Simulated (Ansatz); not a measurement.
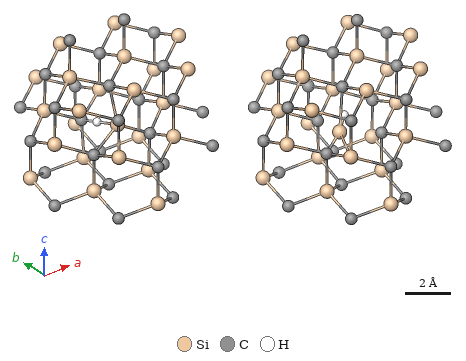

Two geometries of a defect cell of composition Si$_{48}$C$_{48}$H, drawn at one scale. One is the start of a relaxation, the other its converged end. The picture is a ball-and-stick view of the atoms within 5.0 Å of the atom that moves most (axes of the cell of the calculation (origin shifted)), seen from a free direction.

Computed with DFT, PBEsol, PAW, plane waves in Ansatz 0.2.0. (plane-wave cutoff 420 eV; k-point mesh 1 × 1 × 1; mesh shifted by (0.25, 0.25, 0.25); collinear spin; atoms relaxed in a fixed cell; force threshold 0.03 eV/Å; at most 80 steps)

> Which of the two is the end point?

The left one is the relaxed one. The energy falls by 15.269 eV per cell of the calculation in 7 geometry steps. The largest force component goes from 52 to 0.029 eV/Å. The largest move is that of the H atom, 0.75 Å roughly along [−1 1 −1]. By element the largest moves are H 0.75 Å, Si 0.61 Å, C 0.27 Å. The cell stays as it was. Among the contacts that change: C–Si 1.202 → 1.833 Å, Si–Si 2.600 → 3.144 Å, C–Si 2.243 → 1.837 Å, C–H 1.494 → 1.096 Å. New bonds form, among them: C–H (1.49 → 1.10 Å), C–Si (2.24 → 1.84 Å). Bond angles that change, for instance: C–Si–H 138.1° → 92.0°, C–Si–H 67.1° → 91.7°, C–Si–C 142.4° → 120.5°. Cost: 7 s on 1 × NVIDIA GB200 with 8 threads of Arm Neoverse-V2, peak memory 2 GiB.
